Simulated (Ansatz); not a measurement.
# Electron scattering at the Σ5 (310) boundary in bcc Nb, starting shift (0.5, 0), part 3 of 3

Wanted: what the Σ5 (310) boundary in bcc Nb, starting shift (0.5, 0) costs an interconnect.

Ansatz 0.2.0; Ansatz plane-wave DFT, PBE, PAW files; relaxation of a bicrystal slab with its lowest layers held; PAW set soft_1 (the session's first sound run).

So far. Step 3 (Transmission across the boundary): Over the solved energies the transmission per spin lies between 1.93 and 2.32, out of 4.26 channels of the lead on average (up to 4.71). The log calls the step of a lead's potential too much. Step 4 (Specific resistance): Averaged over the energies near the Fermi level, 49.9 % of the channels pass, which makes 0.527 fΩ m².

## 5. Single-crystal slab for reference

This step: Ansatz plane-wave DFT, PBE, PAW files; relaxation of a single-crystal slab with its lowest layers held; PAW set soft_1 (Ansatz 0.2.0).

System of this step: Nb slab, plane (3, 1, 0). The cell holds 19 atoms: 19 Nb. Its edges and angles: a = 5.483 Å, b = 3.306 Å, c = 29.820 Å, α = 90.0°, β = 90.0°, γ = 72.5°. It derives from Nb. Vacuum lies along c.

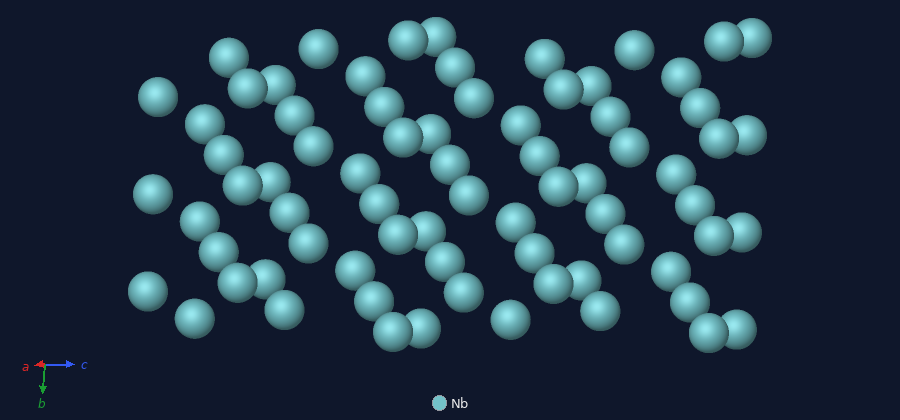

The cell of this step (niobium teal). 1×3×1 cells are drawn. Some periodic images of atoms are drawn too.

File input.yaml:

```yaml
crystal:
  lattice:
    - [5.4828782722, 0.0, 0.0]
    - [0.9968869586, 3.1524333588, 0.0]
    - [0.0, 0.0, 29.8197895304]
  atoms:
    - { symbol: Nb, position: [0.8000000002, 0.6000000002, 0.1676738863] }
    - { symbol: Nb, position: [0.2000000001, 0.9000000002, 0.2027359669] }
    - { symbol: Nb, position: [0.6000000001, 0.2000000002, 0.2377980474] }
    - { symbol: Nb, position: [1.0e-10, 0.5000000002, 0.272860128] }
    - { symbol: Nb, position: [0.4000000001, 0.8000000002, 0.3079222086] }
    - { symbol: Nb, position: [0.8000000001, 0.1000000002, 0.3429842891] }
    - { symbol: Nb, position: [0.2000000001, 0.4000000002, 0.3780463697] }
    - { symbol: Nb, position: [0.6000000001, 0.7000000001, 0.4131084502] }
    - { symbol: Nb, position: [1.0e-10, 1.0e-10, 0.4481705308] }
    - { symbol: Nb, position: [0.4000000001, 0.3000000001, 0.4832326114] }
    - { symbol: Nb, position: [0.8000000001, 0.6000000001, 0.5182946919] }
    - { symbol: Nb, position: [0.2000000001, 0.9000000001, 0.5533567725] }
    - { symbol: Nb, position: [0.6000000001, 0.2000000001, 0.588418853] }
    - { symbol: Nb, position: [0.0, 0.5000000001, 0.6234809336] }
    - { symbol: Nb, position: [0.4, 0.8000000001, 0.6585430142] }
    - { symbol: Nb, position: [0.8, 0.1, 0.6936050947] }
    - { symbol: Nb, position: [0.2, 0.4, 0.7286671753] }
    - { symbol: Nb, position: [0.6, 0.7, 0.7637292558] }
    - { symbol: Nb, position: [0.0, 0.0, 0.7987913364] }
kpoints:
  mp_grid: { grid: [7, 7, 1] }
hamiltonian:
  xc: pbe
  pseudopotentials: { kind: paw, azcp: { folder: soft_1 } }
scf:
  occupations: { method: fermi_dirac, width: 0.1 }
relax:
  f_tol: 0.03
  max_steps: 80
  constraints: [{ sites: [0, 1, 2] }]
```

Started as:

```bash
$ ansatz run input.yaml --threads 4 --pin off --max-ram 15360MiB --backend cpu --events-out ev --progress --plain --runs-dir out
```

Numbers of over 12 decimals in the logs are rounded to 6 here.

Output:

```text
Warning: crystal.symmetry: narrowed to the stabiliser of the relax constraints — unitary ops 4 → 2; lowered at sites 0, 1, 2, 16, 17, 18 (the operations that carried what is held of a site onto what its image site leaves free; the constrained walk keeps no symmetry that its constraints do not admit)
[...]
Crystal: 19 atoms, lattice volume = 515.417 Å³
Basis set: ecut = 420 eV, 10111 PW (Γ), exchange–correlation on 80×48×400 points (8 copies of the dense FFT grid, shifted against one another)
Bands: 149, of which v1, the nominal top of the filled ones, is band 124 counted from 1 (123 counted from 0)
Symmetry: 2 space group operations
k-points: 16 of 49 (time reversal used)
[...]
SCF iter   1: F=—  HF=-86506.472473 eV  |F-HF|=—  |Δ(HF+E_count)|=         —  Δρ=7.65e-2  dr2=5.28e2  ethr=3.10e-3  ⟨swp⟩=8.4  Hψ=11121  notcnv=0
[...]
SCF iter  10: F=-86488.975354 eV  HF=-86488.975356 eV  |F-HF|=2.10e-6  |Δ(HF+E_count)|=   2.60e-6  Δρ=9.90e-6  dr2=3.17e-6  ethr=9.11e-9  ⟨swp⟩=5.2  Hψ=7773  notcnv=0
SCF 1 converged in 10 iterations: F = -86488.975354 eV  dr2 = 3.17e-6
[...]
relax step   1: F+E_penalty+E_count = -86488.97535424 eV  Δ(F+E_penalty+E_count) = +0.000e0 eV  max|allowed force component| = 1.621e0 eV/Å  Δτ_max = 0.0000 Å  (10 SCF iters, dr2 threshold 2.25e-5 eV, accepted)
[...]
SCF iter   6: F=-86489.213005 eV  HF=-86489.213028 eV  |F-HF|=2.32e-5  |Δ(HF+E_count)|=   5.86e-5  Δρ=4.41e-5  dr2=3.14e-5  ethr=4.05e-8  ⟨swp⟩=3.1  Hψ=9321  notcnv=0
SCF 2 converged in 6 iterations: F = -86489.213005 eV  dr2 = 3.14e-5
relax step   2: F+E_penalty+E_count = -86489.21300511 eV  Δ(F+E_penalty+E_count) = -2.377e-1 eV  max|allowed force component| = 2.589e-1 eV/Å  Δτ_max = 0.1949 Å  (6 SCF iters, dr2 threshold 1.00e-4 eV, accepted)
SCF iter   1: F=—  HF=-86489.254855 eV  |F-HF|=—  |Δ(HF+E_count)|=         —  Δρ=4.33e-3  dr2=1.14e0  ethr=2.74e-3  ⟨swp⟩=2.9  Hψ=3510  notcnv=0  defer=1
[...]
SCF iter   6: F=-86489.225556 eV  HF=-86489.225557 eV  |F-HF|=7.48e-7  |Δ(HF+E_count)|=   2.46e-6  Δρ=8.97e-6  dr2=1.38e-6  ethr=1.70e-9  ⟨swp⟩=5.0  Hψ=8580  notcnv=0
SCF 3 converged in 6 iterations: F = -86489.225556 eV  dr2 = 1.38e-6
relax step   3: F+E_penalty+E_count = -86489.22555626 eV  Δ(F+E_penalty+E_count) = -1.255e-2 eV  max|allowed force component| = 1.197e-1 eV/Å  Δτ_max = 0.0366 Å  (6 SCF iters, dr2 threshold 4.19e-6 eV, accepted)
[...]
relax step   4: F+E_penalty+E_count = -86489.22970404 eV  Δ(F+E_penalty+E_count) = -4.148e-3 eV  max|allowed force component| = 7.841e-2 eV/Å  Δτ_max = 0.0398 Å  (7 SCF iters, accepted)
[...]
relax step   5: F+E_penalty+E_count = -86489.22989999 eV  Δ(F+E_penalty+E_count) = -1.959e-4 eV  max|allowed force component| = 1.282e-1 eV/Å  Δτ_max = 0.0215 Å  (6 SCF iters, dr2 threshold 1.31e-6 eV, accepted)
[...]
relax step   6: F+E_penalty+E_count = -86489.23096744 eV  Δ(F+E_penalty+E_count) = -1.067e-3 eV  max|allowed force component| = 1.759e-2 eV/Å  Δτ_max = 0.0114 Å  (5 SCF iters, dr2 threshold 7.05e-6 eV, accepted)
[...]
SCF iter   3: F=-86489.230969 eV  HF=-86489.230969 eV  |F-HF|=3.76e-8  |Δ(HF+E_count)|=   8.21e-8  Δρ=2.10e-6  dr2=6.33e-8  ethr=4.05e-11  ⟨swp⟩=3.4  Hψ=9475  notcnv=0
SCF 7 converged in 3 iterations: F = -86489.230969 eV  dr2 = 6.33e-8
relax step   7: F+E_penalty+E_count = -86489.23096923 eV  Δ(F+E_penalty+E_count) = -1.787e-6 eV  max|allowed force component| = 1.777e-2 eV/Å  Δτ_max = 0.0000 Å  (3 SCF iters, accepted)
SCF converged after 3 iterations
Free energy (F): -86489.230969 eV
[...]
Internal energy: -86488.342732 eV  (E = F + TS)
E sigma→0 (E₀):  -86488.786851 eV
Entropy (-TS):   -0.888237 eV (-46.749 meV/atom)
Fermi energy:    10.729345 eV
[...]
--- Forces (eV/Å), atoms counted from 1 ---
  atom   1  Nb     0.14199794    -0.04490369     1.54718174
  atom   2  Nb    -0.47852478     0.15132282    -0.59449196
  atom   3  Nb     0.34156397    -0.10801201    -0.94627067
  atom   4  Nb     0.00063196    -0.00019984    -0.00264520
  atom   5  Nb    -0.00051597     0.00016316     0.00094123
  atom   6  Nb    -0.00096707     0.00030581    -0.00087495
  atom   7  Nb    -0.00151081     0.00047776    -0.00257268
  atom   8  Nb    -0.00216903     0.00068591    -0.00512014
  atom   9  Nb    -0.00335697     0.00106157    -0.00140109
  atom  10  Nb    -0.00021849     0.00006909    -0.00026273
  atom  11  Nb     0.00242038    -0.00076539     0.00738899
  atom  12  Nb     0.00141825    -0.00044849    -0.00015354
  atom  13  Nb    -0.00311944     0.00098645     0.00031839
  atom  14  Nb     0.00740183    -0.00234067    -0.01776949
  atom  15  Nb    -0.00832505     0.00263261    -0.00386581
  atom  16  Nb    -0.00111830     0.00035364     0.01540037
  atom  17  Nb    -0.00481491     0.00152261    -0.00660035
  atom  18  Nb     0.00466616    -0.00147557    -0.00399120
  atom  19  Nb     0.00450090    -0.00142331     0.01467208
  max |Σ_I F_I| component: 1.17e-4 eV/Å
--- Relaxed structure (7 steps of the walk, 7 accepted, 0 SCFs on fresh bases) ---
  F+E_penalty+E_count = -86489.23096923 eV   max|allowed force component| = 1.777e-2 eV/Å
  atoms:
    - { symbol: Nb, position: [0.800000, 0.600000, 0.167674] }
    - { symbol: Nb, position: [0.200000, 0.900000, 0.202736] }
    - { symbol: Nb, position: [0.600000, 0.200000, 0.237798] }
    - { symbol: Nb, position: [-0.0058135, 0.502907, 0.271071] }
    - { symbol: Nb, position: [0.391327, 0.804336, 0.307751] }
    - { symbol: Nb, position: [0.796694, 0.101653, 0.342829] }
    - { symbol: Nb, position: [0.196841, 0.401580, 0.378057] }
    - { symbol: Nb, position: [0.595442, 0.702279, 0.413011] }
    - { symbol: Nb, position: [-0.00489724, 0.00244862, 0.448078] }
    - { symbol: Nb, position: [0.394235, 0.302882, 0.483487] }
    - { symbol: Nb, position: [0.793576, 0.603212, 0.518664] }
    - { symbol: Nb, position: [0.193922, 0.903039, 0.554051] }
    - { symbol: Nb, position: [0.593934, 0.203033, 0.589026] }
    - { symbol: Nb, position: [-0.00480673, 0.502403, 0.623864] }
    - { symbol: Nb, position: [0.398551, 0.800725, 0.658851] }
    - { symbol: Nb, position: [0.798581, 0.100709, 0.695240] }
    - { symbol: Nb, position: [0.198756, 0.400622, 0.729983] }
    - { symbol: Nb, position: [0.615215, 0.692392, 0.765359] }
    - { symbol: Nb, position: [0.00757394, -0.00378697, 0.792184] }
```

Wall time 4.4 min (4 threads of Arm Neoverse V1, shared host); peak memory 2.1 GiB; 17 min of CPU time.

Relaxation path:

```csv
step,energy less that of the first step (eV),largest force component (eV/Å)
1,0.0000,1.6207
2,-0.2377,0.2589
3,-0.2502,0.1197
4,-0.2544,0.0784
5,-0.2545,0.1282
6,-0.2556,0.0176
7,-0.2556,0.0178
```

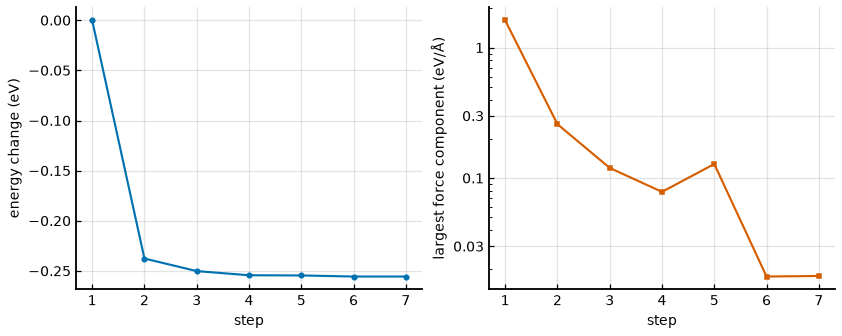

Energy and largest force along the relaxation.

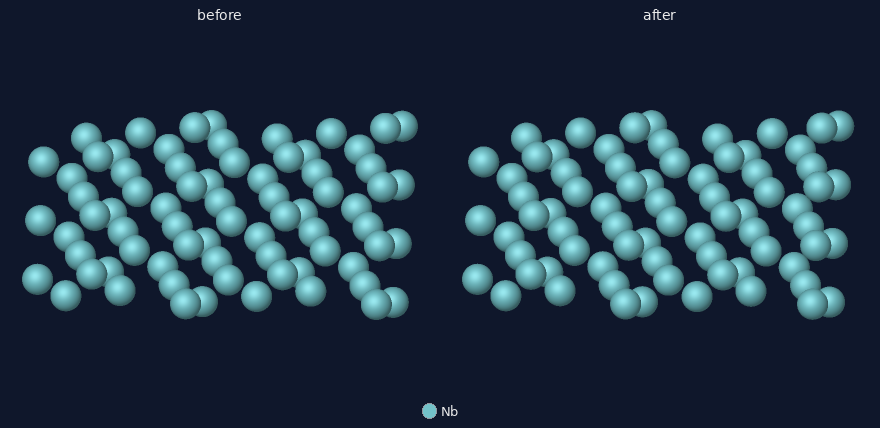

Before and after, at one scale.

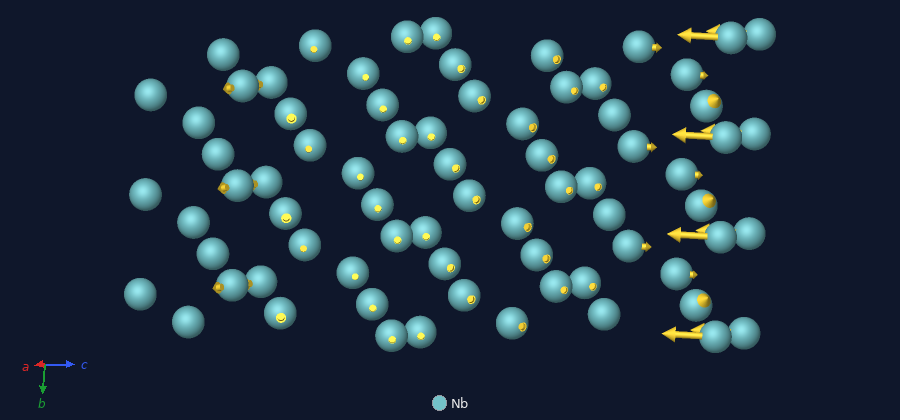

Displacements in the relaxation, exaggerated; the longest in the cell stands for 0.20 Å. 1×3×1 cells are drawn. Some periodic images of atoms are drawn too.

The atoms that moved most (Å):

```csv
atom,dx,dy,dz,length
Nb19,0.038,-0.012,-0.197,0.201
Nb18,0.076,-0.024,0.049,0.093
Nb4,-0.029,0.009,-0.053,0.061
Nb16,-0.007,0.002,0.049,0.049
Nb5,-0.043,0.014,-0.005,0.046
Nb17,-0.006,0.002,0.039,0.040
Nb12,-0.030,0.010,0.021,0.038
Nb13,-0.030,0.010,0.018,0.037
```

The relaxed structure:

```
Nb
1.0
     5.48288    0.00000    0.00000
     0.99689    3.15243    0.00000
     0.00000    0.00000   29.81979
Nb
19
Cartesian
  4.9844 1.8915 5.0000
  1.9938 2.8372 6.0455
  3.4891 0.6305 7.0911
  0.4695 1.5854 8.0833
  2.9474 2.5356 9.1771
  4.4695 0.3205 10.2231
  1.4796 1.2660 11.2736
  3.9648 2.2139 12.3159
  -0.0244 0.0077 13.3616
  2.4635 0.9548 14.4175
  4.9524 1.9016 15.4664
  1.9635 2.8468 16.5217
  3.4589 0.6400 17.5646
  0.4745 1.5838 18.6035
  2.9834 2.5242 19.6468
  4.4789 0.3175 20.7319
  1.4891 1.2629 21.7680
  4.0634 2.1827 22.8228
  0.0378 -0.0119 23.6228
```

Numbers from this step:

```
free energy             : -86489.2310 eV
energy at zero smearing : -86488.7869 eV
Fermi energy            : 10.73 eV
```

The largest force component on a free atom ends at 0.018 eV/Å, under the tolerance of 0.03, after 7 steps.

## 6. Bulk reference

This step: Ansatz plane-wave DFT, PBE, PAW files; bulk reference; PAW set soft_1 (Ansatz 0.2.0).

System of this step: Nb. The structure is cubic, space group Im-3m (No. 229). The conventional cell has a = 3.306 Å, b = 3.306 Å, c = 3.306 Å, α = 90.00°, β = 90.00°, γ = 90.00°. Nearest to Nb lie 8 Nb at 2.86 Å.

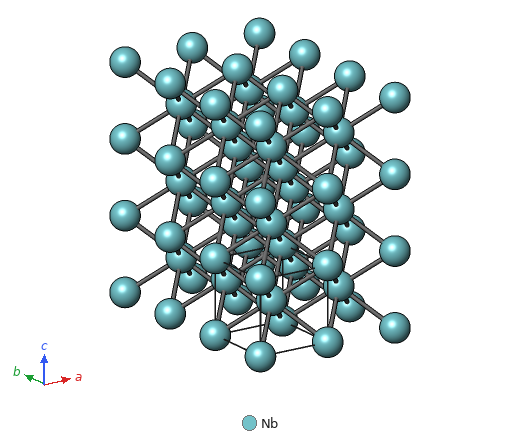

The cell of this step (niobium teal). 2×3×3 conventional cells are drawn. Some periodic images of atoms are drawn too.

input.yaml, the sections that differ from step 5:

```yaml
crystal:
  lattice:
    - [-1.65315, 1.65315, 1.65315]
    - [1.65315, -1.65315, 1.65315]
    - [1.65315, 1.65315, -1.65315]
  atoms:
    - { symbol: Nb, position: [0.0, 0.0, 0.0] }
kpoints:
  mp_grid: { grid: [18, 18, 18] }
# hamiltonian, scf: as in step 5
# relax: removed
```

Output:

```text
[...]
Crystal: 1 atoms, lattice volume = 18.072 Å³
Basis set: ecut = 420 eV, 369 PW (Γ)
Bands: 11, of which v1, the nominal top of the filled ones, is band 7 counted from 1 (6 counted from 0)
Symmetry: 48 space group operations
[...]
k-points: 195 of 5832
[...]
SCF iter   1: F=—  HF=-4552.789131 eV  |F-HF|=—  |Δ(HF+E_count)|=         —  Δρ=7.76e-2  dr2=1.22e0  ethr=3.10e-3  ⟨swp⟩=5.0  Hψ=11646  notcnv=0
[...]
SCF iter   6: F=-4552.340375 eV  HF=-4552.340375 eV  |F-HF|=2.91e-9  |Δ(HF+E_count)|=   8.13e-9  Δρ=1.02e-5  dr2=6.31e-9  ethr=7.69e-10  ⟨swp⟩=2.0  Hψ=4193  notcnv=0
SCF 1 converged in 6 iterations: F = -4552.340375 eV  dr2 = 6.31e-9
[...]
SCF converged after 6 iterations
Free energy (F): -4552.340375 eV
[...]
Internal energy: -4552.291524 eV  (E = F + TS)
E sigma→0 (E₀):  -4552.315950 eV
Entropy (-TS):   -0.048851 eV (-48.851 meV/atom)
Fermi energy:    17.737132 eV
[...]
```

Run time: 0.56 s. Hardware: 4 threads; peak memory 0.29 GiB.

Numbers from this step:

```yaml
free_energy: -4552.3404 eV
energy_at_zero_smearing: -4552.3159 eV
fermi_energy: 17.74 eV
```

## 7. Boundary energy

This step: Ansatz plane-wave DFT, PBE, PAW files; bicrystal less single-crystal slab less bulk atoms, a boundary area; PAW set soft_1 (Ansatz 0.2.0).

Numbers from this step:

| Quantity | Value |
| --- | --- |
| excess energy of the cell | 1.274 eV |
| boundary energy | 1.181 J/m² |

The boundary costs 1.2 J/m².

By hand: 1.27 eV / 17.28 Å² × 16.02 = 1.18 J/m².

## 8. Outcome

| Quantity | Value |
| --- | --- |
| specific resistance of the boundary | 0.527 fΩ m² |
| share of channels that pass | 0.499 |
| boundary energy | 1.18 J/m² |

What this shows: The boundary has a specific resistance of 0.53 fΩ m² and an energy of 1.2 J/m². The boundary reflects 50 % of the channels; 0.53 fΩ m² is 5.3×10⁻¹² Ω·cm². One starting structure was relaxed; another shift or atom count at the boundary may lie lower. A lead's potential steps by up to 35 meV from period to period, which the log calls too much, so longer leads could move the result.

[Logs are printed without paths, hosts, clocks, repeated set-up lines and the standing remarks that a program may print on its own settings, such as how far it seeks lower states.]

[Hosts, paths, dates, database ids (printed as entryN), source tags and the programs' standing remarks are cut or masked in the printed files.]
